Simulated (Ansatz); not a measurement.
System: ZnO₃, space group Pm-3m (No. 221) (one of a set of cubic test structures, which need not be the stable phase).

Computed with Ansatz 0.2.0 development build: equation of state of a cubic crystal from periodic Kohn-Sham density functional theory without spin, third-order Birch-Murnaghan fit to the free energies; pressure corrected for the finite basis. Level: PBE.

- structure type: ReO3
- atoms in cell: 4
- space group number: 221
- lattice centring: simple cubic
- k mesh: 28×28×28
- occupation method: Fermi–Dirac
- occupation width: 0.06123 eV
- wave cutoff: 420 eV
- datasets: soft-1 PAW
- density tolerance: 1e−07 eV
- bands: 19
- density cutoff ratio: 4
- search for lower states: default

What does the calculation give for the energy above the lowest point and pressure against volume? The volume takes the values 13.29, 13.57, 13.86, 14.14, 14.42, 14.70, 14.99 Å³/atom.

A third-order Birch–Murnaghan fit gives V0 = 14.14 Å³/atom, B0 = 80.4 GPa and B′ = 4.8. The energy above the lowest point is 14.4 meV/atom at volume 13.29 Å³/atom and 11.4 meV/atom at 14.99 Å³/atom; the lowest computed point is at volume 14.14 Å³/atom (0.0 meV/atom). The pressure falls from 5.768 GPa at volume 13.29 Å³/atom to −4.069 GPa at 14.99 Å³/atom, and changes sign near 14.14 Å³/atom.

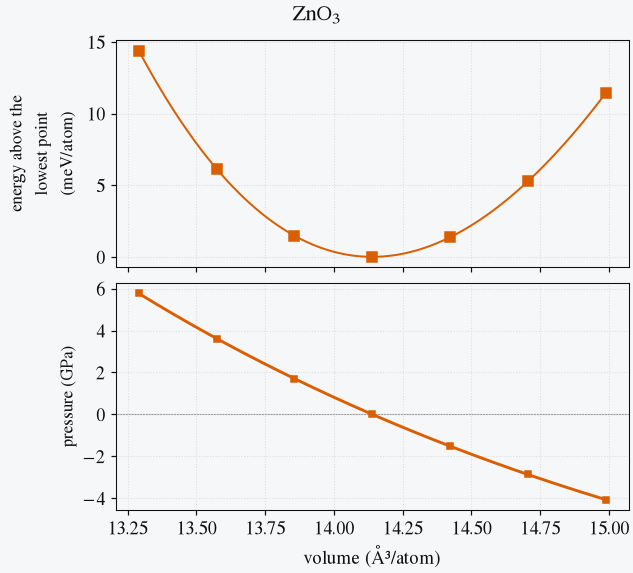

Keep in mind: cubic model structure, not the ambient form; no spin polarisation, a magnetic state may lie lower.
